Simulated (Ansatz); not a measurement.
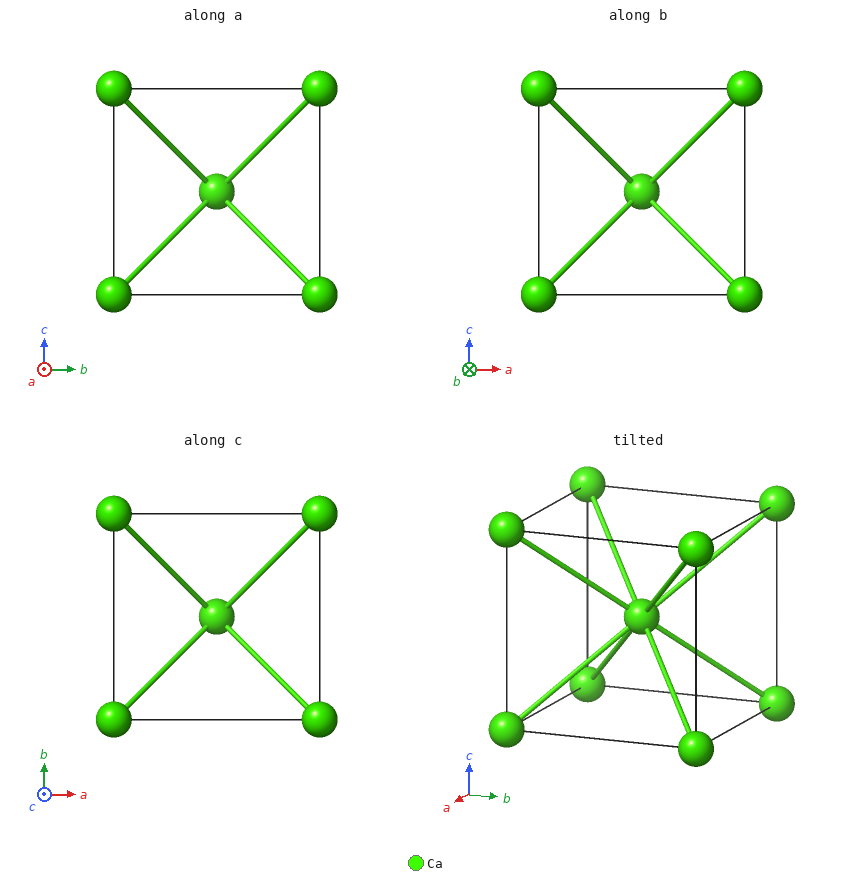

Ball-and-stick drawing of the structure, looking along the a axis, along the b axis, along the c axis and slightly off an axis. The frame is the conventional unit cell; atoms at its boundary are shown with their periodic copies.

Lattice parameters: a = 4.292 Å, b = 4.292 Å, c = 4.292 Å, α = 90.00°, β = 90.00°, γ = 90.00°. Put a along x and b in the xy plane.

**Convert the drawing into a POSCAR file.**

```
Ca
1.0
     4.292    0.000    0.000
     0.000    4.292    0.000
     0.000    0.000    4.292
Ca
2
Direct
  0.0000 0.0000 0.0000
  0.5000 0.5000 0.5000
```

The initial geometry was a structure type filled with this element by a generator (whether the element takes this form wasn't checked). The cell was then strained or its atoms displaced on purpose. It was the input of a calculation with Ansatz.
